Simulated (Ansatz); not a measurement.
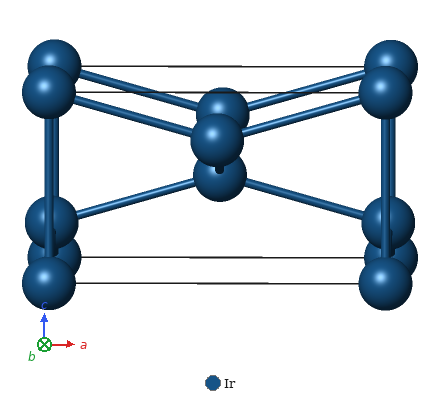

Ir (I4_1/amd, No. 141): the geometry relaxed with DFT r2SCAN, scalar-relativistic, plane waves, PAW (Ansatz 0.2.0); the starting structure was generated, so it need not be a known form of this composition.

Space group I4_1/amd:1 (No. 141). a = 4.817 Å, b = 4.817 Å, c = 2.741 Å, α = 90.00°, β = 90.00°, γ = 90.00°
```csv
atom,site,symmetry,x,y,z
Ir,4a,-4m2,0.0000,0.0000,0.0000
```

### What will a dark-field STEM-like image along [111] show? The image is simulated as a sum over atoms of Z^1.7, blurred by a 0.93 Å probe (no channelling). The probe carries 15 % of its weight in a tail 2.5 times as wide. Shot noise was added.

The columns repeat on a centred rectangular net of 2.54 × 6.81 Å (plane group c2mm). All columns are alike (Ir). The shortest distance between visible columns is 1.70 Å in projection. Along the beam the structure repeats every 3.67 Å.

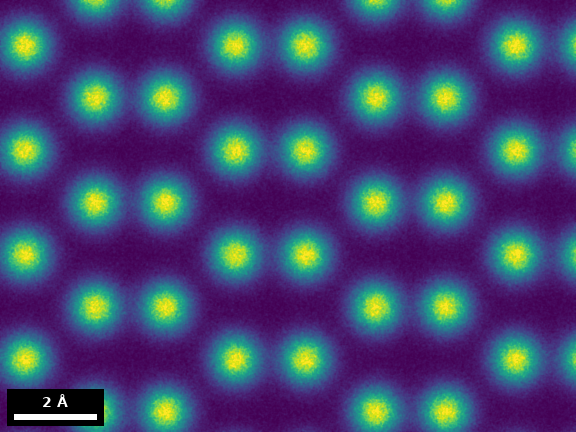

The simulated image.
